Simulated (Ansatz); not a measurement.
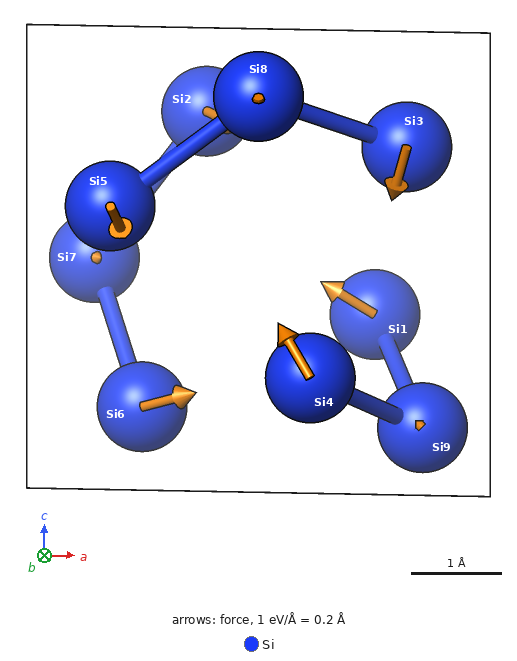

Starting geometry of solid Si (a generated structure, set up in R32) (coarse preliminary run) with the computed forces as orange arrows. The picture is a ball-and-stick view of the cell of the calculation, seen along the b axis.

All numbers below come from DFT PBE, scalar-relativistic, plane waves, PAW (Ansatz 0.2.0).

Input
```yaml
crystal:
  lattice:
    - [3.69339328, 2.13238161, 2.93289461]
    - [-3.69339328, 2.13238161, 2.93289461]
    - [0.0, -4.26476321, 2.93289461]
  atoms:
    - { symbol: Si, position: [0.75126141, 0.82003198, 0.38823867] }
    - { symbol: Si, position: [0.38823867, 0.75126141, 0.82003198] }
    - { symbol: Si, position: [0.82003198, 0.38823867, 0.75126141] }
    - { symbol: Si, position: [0.61176133, 0.17996802, 0.24873859] }
    - { symbol: Si, position: [0.17996802, 0.24873859, 0.61176133] }
    - { symbol: Si, position: [0.24873859, 0.61176133, 0.17996802] }
    - { symbol: Si, position: [0.14605396, 0.85394604, 0.5] }
    - { symbol: Si, position: [0.5, 0.14605396, 0.85394604] }
    - { symbol: Si, position: [0.85394604, 0.5, 0.14605396] }
basis:
  ecutwfc: 420
kpoints:
  mp_grid: { grid: [3, 3, 3] }
hamiltonian:
  xc: pbe
scf:
  occupations: { method: gaussian, width: 0.1 }
  lower_state_search: "off"
output:
  forces: true
  stress: true
  eigenvalues: true
relax:
  adjacent_minimum: "off"
  f_tol: 0.04
  max_steps: 70
  cell: { stress_tol: 0.4 }
```

Command:
```bash
ansatz run input.yaml --threads 1 --pin off --max-ram 2560MiB --backend cpu --events-out ev --progress --plain --runs-dir out
```

Q: What follows when this structure is relaxed?

A: It isn't relaxed: the largest force vector, on Si atoms, is 3.71 eV/Å. The final displacements follow the starting forces only in part (cosine between the two patterns 0.65). After 7 accepted moves (8 points after the start) the energy has fallen by 6.852 eV per cell of the calculation. The largest force component goes from 3.5 to 0.026 eV/Å. The pressure goes from 39.25 to 0.24 GPa. The SCF was repeated once at an unchanged geometry on a basis and grid sized afresh for the cell, which shifted the energy by 37.4 meV per cell of the calculation at most. The largest moves relative to the cell, 0.28 Å, are those of Si1, Si2, Si3, Si4, Si5 and Si6. Si3 goes roughly along [−1 3 0]. Cell: a = b = c 5.176 → 5.556 Å (+7.3 %), α 91.1° → 84.3°, β 91.1° → 84.3°, γ 91.1° → 84.3°. Volume +22.0 %. Near-neighbour distances that change, for instance: Si1–Si6 2.973 → 3.566 Å, Si7–Si8 2.945 → 3.517 Å, Si1–Si2 2.968 → 2.527 Å, Si1–Si4 2.143 → 2.481 Å. Bond angles that change, for instance: Si1–Si4–Si9 124.4° → 114.2°, Si3–Si9–Si6 101.9° → 109.2°, Si8–Si4–Si9 87.5° → 94.5°. The space group stays R32 (No. 155). The run took 27 s on 1 thread of Arm Neoverse V1, on a shared host, peak memory 0.33 GiB.

Limits of the set-up: the k-point mesh is coarse for a cell with partly filled bands.
